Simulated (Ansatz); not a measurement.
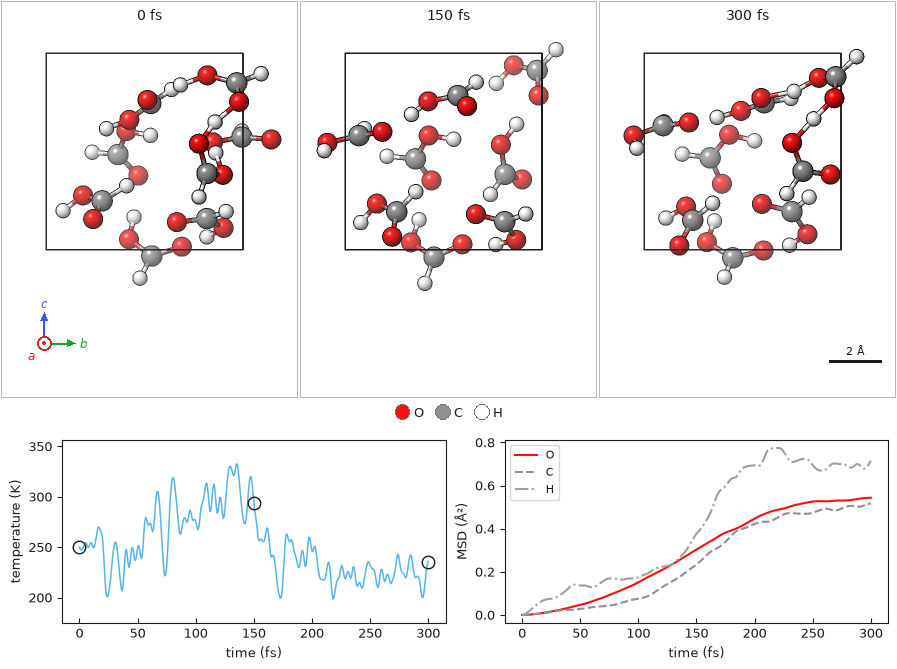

Molecular dynamics of a periodic cell with 8 HCOOH at 1.348 g/cm³, 300 fs long. It starts from the last geometry of an earlier run, with fresh velocities. Frames and the history of the run. Style: ball-and-stick. Shown: the simulation cell, along the a axis. Atoms that leave the cell re-enter on the other side.

Method: DFT PBEsol, scalar-relativistic, plane waves, PAW (Ansatz). Settings: plane-wave cutoff 420 eV; k-point mesh 1 × 1 × 1; Fermi-Dirac smearing 0.05 eV; Nosé-Hoover thermostat (NVT); set temperature 250 K; time step 0.75 fs; thermostat time 100.0 fs.

Input file:
```yaml
crystal:
  lattice:
    - [7.683475, 0.0, 0.0]
    - [0.0, 7.683475, 0.0]
    - [0.0, 0.0, 7.683475]
  atoms:
    - { symbol: O, position: [0.91963143, 0.81521152, 0.88284029] }
    - { symbol: C, position: [0.99361267, 0.96430976, 0.84463594] }
    - { symbol: O, position: [1.12498624, 0.97612082, 0.74813128] }
    - { symbol: H, position: [0.93410087, 0.6780338, 0.83412664] }
    - { symbol: H, position: [0.9271801, 1.08822862, 0.89098951] }
    - { symbol: O, position: [0.75246727, 0.84338059, 0.54210716] }
    - { symbol: C, position: [0.68386311, 0.99023938, 0.56900747] }
    - { symbol: O, position: [0.75085654, 1.1401072, 0.55692114] }
    - { symbol: H, position: [0.88189552, 0.85755397, 0.48854842] }
    - { symbol: H, position: [0.53785536, 0.99024697, 0.5996114] }
    - { symbol: O, position: [0.13968123, 0.41656969, 0.04975054] }
    - { symbol: C, position: [0.23233261, 0.53252186, -0.03545716] }
    - { symbol: O, position: [0.24956289, 0.68517064, 0.01162402] }
    - { symbol: H, position: [0.08362631, 0.44183196, 0.16297045] }
    - { symbol: H, position: [0.29814045, 0.47224211, -0.14820033] }
    - { symbol: O, position: [0.22188813, 0.7719105, 0.53521506] }
    - { symbol: C, position: [0.15170952, 0.81310007, 0.38370538] }
    - { symbol: O, position: [0.01125645, 0.89388074, 0.37705102] }
    - { symbol: H, position: [0.16524437, 0.8540466, 0.64543543] }
    - { symbol: H, position: [0.22490339, 0.7722512, 0.26438295] }
    - { symbol: O, position: [0.22407513, 0.40315508, 0.59946265] }
    - { symbol: C, position: [0.11092666, 0.36076055, 0.48057582] }
    - { symbol: O, position: [0.04972882, 0.463773, 0.37304632] }
    - { symbol: H, position: [0.26299556, 0.52562318, 0.57769074] }
    - { symbol: H, position: [0.06075744, 0.22981201, 0.49193539] }
    - { symbol: O, position: [0.44848885, 0.18315316, 0.27251169] }
    - { symbol: C, position: [0.59042576, 0.28012623, 0.24470179] }
    - { symbol: O, position: [0.71038269, 0.23452692, 0.1521159] }
    - { symbol: H, position: [0.4541339, 0.08135815, 0.19497384] }
    - { symbol: H, position: [0.58512197, 0.4046717, 0.3218022] }
    - { symbol: O, position: [0.62235484, 0.41808163, 0.6565319] }
    - { symbol: C, position: [0.72330692, 0.52713131, 0.7398961] }
    - { symbol: O, position: [0.88881617, 0.51005436, 0.75764853] }
    - { symbol: H, position: [0.67397433, 0.30188837, 0.61173634] }
    - { symbol: H, position: [0.65584149, 0.63334685, 0.8109992] }
    - { symbol: O, position: [0.51513458, 0.89709541, 0.10718045] }
    - { symbol: C, position: [0.66210114, 0.81227842, 0.15470279] }
    - { symbol: O, position: [0.68548566, 0.66025019, 0.13668537] }
    - { symbol: H, position: [0.42327781, 0.81253387, 0.06161312] }
    - { symbol: H, position: [0.7558581, 0.91016958, 0.19030589] }
basis:
  ecutwfc: 420.0
kpoints:
  mp_grid: { grid: [1, 1, 1] }
hamiltonian:
  xc: pbesol
scf:
  occupations: { method: fermi_dirac, width: 0.05 }
  lower_state_search: "off"
md:
  timestep: 0.75
  n_steps: 400
  ensemble: nvt_nose_hoover
  temperature: 250.0
  initial_velocities: maxwell_boltzmann
  seed: 794359
  nose_hoover: { tau: 100.0, chain_length: 5 }
```

Launched with:
```bash
ansatz run input.yaml --threads 1 --pin off --max-ram 3072MiB --backend cpu --events-out ev --progress --plain --runs-dir out
```

What do the frames and curves show?

The mean temperature in the second half is 231 K (standard deviation 18 K). The potential energy in the second half lies on average 9.8 meV per atom below the first frame. Root-mean-square distances from the starting positions over the second half, with the common drift of all atoms taken out: H 0.82 Å, O 0.68 Å, C 0.66 Å. The heavy atoms stay within a fraction of a molecule's size of their starting places; so short a run doesn't tell a liquid from a solid. Bond changes: one H–O bond forms at about 246 fs.

Limits of the set-up: the periodic images lie only 7.7 Å apart, so the values are limited by the cell's size.

The run took 12 min on 1 thread of Intel(R) Xeon(R) Platinum 8488C (Sapphire Rapids), on a shared host, peak memory 0.55 GiB.
